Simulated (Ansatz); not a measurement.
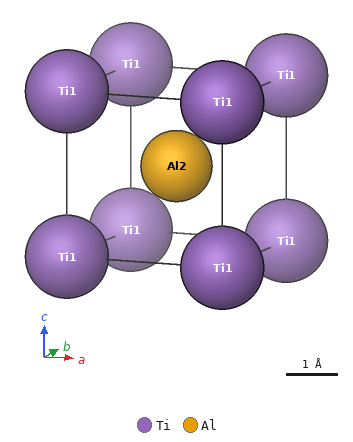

The structure (spheres-only view of the cell of the calculation, seen slightly off an axis; atoms are numbered from 1 in the order of the input).

**What a change does: single-point calculation on TiAl**

System: TiAl (Pm-3m, 2 atoms in the cell).
Method of the first run: DFT PBEsol, scalar-relativistic, plane waves, PAW, no spin polarisation (Ansatz 0.2.0).

The structure derives from a Materials Project entry. Text and figures count atoms from 1; the logs count them from 0 in places.

**Input file, the first run**
```yaml
crystal:
  lattice:
    - [3.3007903606, 0.0, 0.0]
    - [0.0, 3.3007903606, 0.0]
    - [0.0, 0.0, 3.3007903606]
  atoms:
    - { symbol: Ti, position: [0.0, 0.0, 0.0] }
    - { symbol: Al, position: [0.5, 0.5, 0.5] }
basis:
  ecutwfc: 420
kpoints:
  mp_grid: { grid: [14, 14, 14] }
hamiltonian:
  xc: pbesol
scf:
  occupations: { method: gaussian, width: 0.1 }
output:
  forces: true
  stress: true
  eigenvalues: true
```

Hardware: 1 thread of an Arm (aarch64) CPU, shared host.

**Output, shortened to warnings, some set-up lines, iterations and results (the first run)**
```
Basis set: ecut = 420 eV, 739 PW (Γ), exchange–correlation on 48×48×48 points (8 copies of the dense FFT grid, shifted against one another)
Symmetry: 48 space group operations
k-points: 120 of 2744
Initial density: superposition of atomic densities (neutral atoms: chi_scale 0, normalization atom), corrected by the library's trained network
[...]
SCF iter   1: F=—  HF=-2998.801832 eV  |F-HF|=—  |Δ(HF+E_count)|=         —  Δρ=4.11e-3  dr2=8.33e-3  ethr=1.77e-3  ⟨swp⟩=5.0  Hψ=7340  notcnv=0
SCF iter   2: F=—  HF=-2998.800511 eV  |F-HF|=—  |Δ(HF+E_count)|=   1.32e-3  Δρ=2.76e-3  dr2=5.02e-3  ethr=5.55e-5  ⟨swp⟩=1.0  Hψ=2400  notcnv=0
SCF iter   3: F=—  HF=-2998.799170 eV  |F-HF|=—  |Δ(HF+E_count)|=   1.34e-3  Δρ=5.12e-4  dr2=7.00e-5  ethr=3.35e-5  ⟨swp⟩=2.0  Hψ=1788  notcnv=0
SCF iter   4: F=—  HF=-2998.799145 eV  |F-HF|=—  |Δ(HF+E_count)|=   2.53e-5  Δρ=8.12e-5  dr2=1.44e-6  ethr=4.67e-7  ⟨swp⟩=2.5  Hψ=2096  notcnv=0
SCF iter   5: F=-2998.799144 eV  HF=-2998.799144 eV  |F-HF|=2.77e-8  |Δ(HF+E_count)|=   9.12e-7  Δρ=8.90e-6  dr2=3.13e-8  ethr=9.61e-9  ⟨swp⟩=2.4  Hψ=1878  notcnv=0
SCF iter   6: F=-2998.799144 eV  HF=-2998.799144 eV  |F-HF|=8.19e-12  |Δ(HF+E_count)|=   1.26e-8  Δρ=5.14e-7  dr2=4.16e-11  ethr=2.09e-10  ⟨swp⟩=2.5  Hψ=4579  notcnv=0
SCF 1 converged in 6 iterations: F = -2998.799144 eV  dr2 = 4.16e-11
SCF converged after 6 iterations
Free energy (F): -2998.799144 eV
Harris-Foulkes:  -2998.799144 eV  (|F-HF|=8.19e-12)
Internal energy: -2998.785198 eV  (E = F + TS)
E sigma→0 (E₀):  -2998.792171 eV
Entropy (-TS):   -0.013946 eV (-6.973 meV/atom)
Fermi energy:    9.920020 eV
--- Per-component energies (eV) ---
  E_band       = -184.547902
  E_kinetic    = 292.039148
  E_local      = -1078.904700  (includes V_loc(G=0)·N_el)
  E_nonlocal   = 20.279085
  E_hartree    = 452.566400
  E_xc         = -134.793071
  E_vxc        = -148.938955  (∫ρ·V_xc dr)
  E_paw        = -1477.295729  (= ΣΔE_a)
  E_vpaw       = -174.155411  (= ΣTr[D̂ρ^β])
  E_aug_tail   = 0.000116  (compensation charges beyond the density's cutoff)
  E_ewald      = -1072.834969
  E_core_change = 0.158523  (= ΣΔE_core)
  E_smearing   = -0.013946  (= −TS)
  E_closure    = 0.000000  (closes the sum)
  Σ components = -2998.799144   (vs F -2998.799144, Δ=0.00e0)
--- Forces (eV/Å), atoms counted from 1 ---
  atom   1  Ti     0.00000000    -0.00000000    -0.00000000
  atom   2  Al     0.00000000     0.00000000    -0.00000000
  max |Σ_I F_I| component: 1.97e-31 eV/Å
--- Stress (GPa, compression-positive) ---
      -12.170829      -0.000000       0.000000
       -0.000000     -12.170829       0.000000
        0.000000       0.000000     -12.170829
  P = ⅓ Tr σ = -12.1708 GPa (-121.708 kbar)
```

The input of the second run differs as follows (lines with − go, lines with + come):
```diff
-    - [3.3007903606, 0.0, 0.0]
-    - [0.0, 3.3007903606, 0.0]
-    - [0.0, 0.0, 3.3007903606]
+    - [3.3099142742, 0.0, 0.0]
+    - [0.0, 3.3099142742, 0.0]
+    - [0.0, 0.0, 3.3099142742]
-  xc: pbesol
+  xc: pbe
+  populations: true
```

Predict how the results change.

The total energies belong to different methods, so their difference says nothing on which is more stable or more accurate. The pressure goes from −12.17 to −10.09 GPa. The volume per atom goes from 17.98 to 18.13 Å³. The functional changes from PBEsol to PBE. The number of SCF iterations is the same.

**Output, shortened to warnings, some set-up lines, iterations and results (the second run)**
```
Basis set: ecut = 420 eV, 739 PW (Γ), exchange–correlation on 48×48×48 points (8 copies of the dense FFT grid, shifted against one another)
Symmetry: 48 space group operations
k-points: 120 of 2744
Initial density: superposition of atomic densities (neutral atoms: chi_scale 0, normalization atom), corrected by the library's trained network
[...]
SCF iter   1: F=—  HF=-3037.572593 eV  |F-HF|=—  |Δ(HF+E_count)|=         —  Δρ=5.81e-3  dr2=1.58e-2  ethr=1.77e-3  ⟨swp⟩=5.0  Hψ=7336  notcnv=0
SCF iter   2: F=—  HF=-3037.570997 eV  |F-HF|=—  |Δ(HF+E_count)|=   1.60e-3  Δρ=3.61e-3  dr2=7.27e-3  ethr=1.06e-4  ⟨swp⟩=1.0  Hψ=2400  notcnv=0
SCF iter   3: F=—  HF=-3037.569509 eV  |F-HF|=—  |Δ(HF+E_count)|=   1.49e-3  Δρ=3.28e-4  dr2=9.43e-6  ethr=4.84e-5  ⟨swp⟩=2.1  Hψ=1706  notcnv=0
SCF iter   4: F=—  HF=-3037.569506 eV  |F-HF|=—  |Δ(HF+E_count)|=   3.62e-6  Δρ=8.46e-5  dr2=2.19e-6  ethr=6.29e-8  ⟨swp⟩=2.3  Hψ=2218  notcnv=0
SCF iter   5: F=-3037.569505 eV  HF=-3037.569505 eV  |F-HF|=3.73e-9  |Δ(HF+E_count)|=   6.04e-7  Δρ=8.09e-6  dr2=7.61e-9  ethr=1.46e-8  ⟨swp⟩=3.0  Hψ=2367  notcnv=0
SCF iter   6: F=-3037.569505 eV  HF=-3037.569505 eV  |F-HF|=3.14e-11  |Δ(HF+E_count)|=   4.82e-9  Δρ=8.48e-7  dr2=1.05e-10  ethr=5.08e-11  ⟨swp⟩=2.5  Hψ=4538  notcnv=0
SCF 1 converged in 6 iterations: F = -3037.569505 eV  dr2 = 1.05e-10
SCF converged after 6 iterations
Free energy (F): -3037.569505 eV
Harris-Foulkes:  -3037.569505 eV  (|F-HF|=3.14e-11)
Internal energy: -3037.555564 eV  (E = F + TS)
E sigma→0 (E₀):  -3037.562534 eV
Entropy (-TS):   -0.013941 eV (-6.970 meV/atom)
Fermi energy:    9.920384 eV
--- Per-component energies (eV) ---
  E_band       = -185.899828
  E_kinetic    = 291.989995
  E_local      = -1082.282618  (includes V_loc(G=0)·N_el)
  E_nonlocal   = 18.967988
  E_hartree    = 454.642088
  E_xc         = -135.951075
  E_vxc        = -149.227794  (∫ρ·V_xc dr)
  E_paw        = -1515.044402  (= ΣΔE_a)
  E_vpaw       = -174.631442  (= ΣTr[D̂ρ^β])
  E_aug_tail   = 0.000116  (compensation charges beyond the density's cutoff)
  E_ewald      = -1069.877656
  E_smearing   = -0.013941  (= −TS)
  E_closure    = -0.000000  (closes the sum)
  Σ components = -3037.569505   (vs F -3037.569505, Δ=0.00e0)
--- Forces (eV/Å), atoms counted from 1 ---
  atom   1  Ti    -0.00000000     0.00000000    -0.00000000
  atom   2  Al    -0.00000000    -0.00000000     0.00000000
  max |Σ_I F_I| component: 6.25e-31 eV/Å
--- Stress (GPa, compression-positive) ---
      -10.088343      -0.000000       0.000000
        0.000000     -10.088343       0.000000
       -0.000000       0.000000     -10.088343
  P = ⅓ Tr σ = -10.0883 GPa (-100.883 kbar)
--- Löwdin populations: 2 sites ---
  site symbol       q [e]
     0     Ti     11.4593
     1     Al      3.4438
  spilling = 0.006463 (of n_electrons = 15.000000)
```

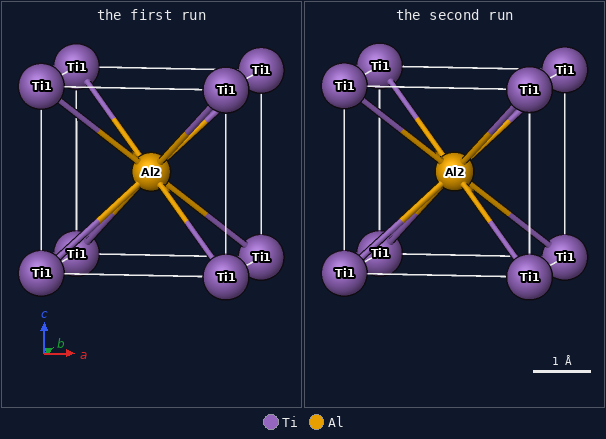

The two input geometries at one scale (ball-and-stick view of the cell of the calculation, seen slightly off an axis). No atom moves by more than 0.005 Å relative to the cell. The drawn cell changes as follows: a = b = c 3.301 → 3.310 Å (+0.3 %); the volume changes by +0.8 %. Among the contacts that change: Ti1–Al2 2.859 → 2.866 Å.

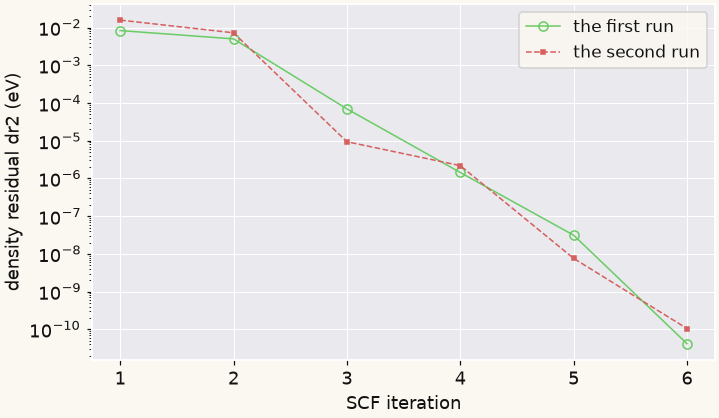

Convergence of the two runs: density residual dr2 against the SCF iteration. The first run takes 6 iterations in all, and the second run takes 6.

**The two runs side by side**

| quantity | the first run | the second run |
| --- | --- | --- |
| outcome | converged | converged |
| free energy per atom (eV) | −1499.3996 | −1518.7848 |
| energy per atom, smearing taken to zero (eV) | −1499.3961 | −1518.7813 |
| gap on the mesh (eV) | 0.00 | 0.00 |
| pressure (GPa) | −12.17 | −10.09 |
| volume per atom (Å³) | 17.98 | 18.13 |
| largest force (eV/Å) | 0.000 | 0.000 |
| SCF iterations | 6 | 6 |
| irreducible k-points | 120 | 120 |
| plane waves at Γ | 739 | 739 |
| wall time (shared host) | 3 s | 3.7 s |

For the first run: The cell is under a tension of 12.2 GPa at this level, so it is not at its equilibrium volume. For the second run: The cell is under a tension of 10.1 GPa at this level, so it is not at its equilibrium volume.
